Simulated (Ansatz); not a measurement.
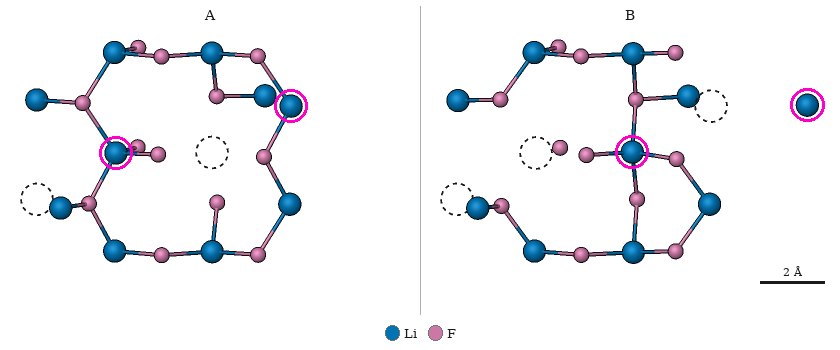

A vacancy jump of lithium in LiF (P6_3mc phase), in a cell of charge −1 (on a uniform background) with 15 atoms, whose images lie 5.8 Å apart. One frame is the relaxed vacancy; in the other the neighbouring Li atom (ringed) was set half-way along its jump of 3.04 Å and all atoms were relaxed in the symmetry of that start. Dashed circles mark empty sites. The picture is a ball-and-stick view of the slice 3.8 Å thick through the jump, out to 4.7 Å from its middle, seen across the jump.

Computed with DFT PBE, scalar-relativistic, plane waves, PAW in Ansatz. Settings: plane-wave cutoff 420 eV; k-point mesh 4 × 4 × 4; occupations gaussian; smearing width 0.05 eV; no spin polarisation; atoms relaxed in a fixed cell; force threshold 0.02 eV/Å.

Q: Which frame is the half-way one, and how far apart are the two in energy?

A: Frame B is the half-way start after relaxation. It lies 0.00 eV above the relaxed vacancy. The atom slides 0.50 of the jump length along the path, so the half-way point isn't stationary and this energy isn't the barrier. There it has 4 F as nearest neighbours, the closest at 1.83 Å. The gap on the mesh is 6.98 eV with the relaxed vacancy and 6.97 eV half-way.

Limits of the set-up: the periodic images lie only 5.8 Å apart, so the values are limited by the cell's size; the cell is charged, on a uniform background, and energies carry no finite-size correction.
